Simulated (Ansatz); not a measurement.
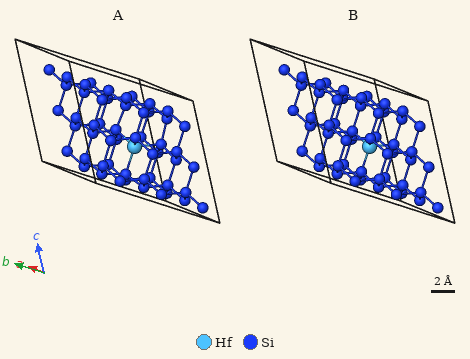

Two geometries of a defect cell of composition HfSi53 (coarse preliminary run), drawn at one scale. One is the start of a relaxation, the other its converged end. The picture is a ball-and-stick view of the cell of the calculation (origin shifted), seen from a free direction.

Method: DFT PBE, scalar-relativistic, plane waves, PAW (Ansatz). Settings: plane-wave cutoff 420 eV; k-point mesh 1 × 1 × 1; occupations gaussian; smearing width 0.01 eV; no spin polarisation; atoms relaxed in a fixed cell; force threshold 0.025 eV/Å; at most 45 steps.

### Which of the two is the end point?

Structure A is the relaxed one. Case: Hf on a Si site (b), charge +0, atoms relaxed at the host's cell. Over 2 accepted moves (3 points after the start) the energy falls by 1.385 eV per cell of the calculation. The largest force component goes from 1.9 to 0.024 eV/Å. 1 step only repeated the SCF at the same geometry. The largest moves, 0.23 Å, are those of Si atoms. Hf stays in place. The cell stays as it was. Some distances before and after: Hf–Si 2.369 → 2.594 Å, Si–Si 2.369 → 2.338 Å, Si–Si 2.369 → 2.359 Å. Bond angles that change, for instance: Si–Si–Si 109.5° → 103.6°, Hf–Si–Si 109.5° → 104.2°, Si–Si–Si 109.5° → 114.2°.
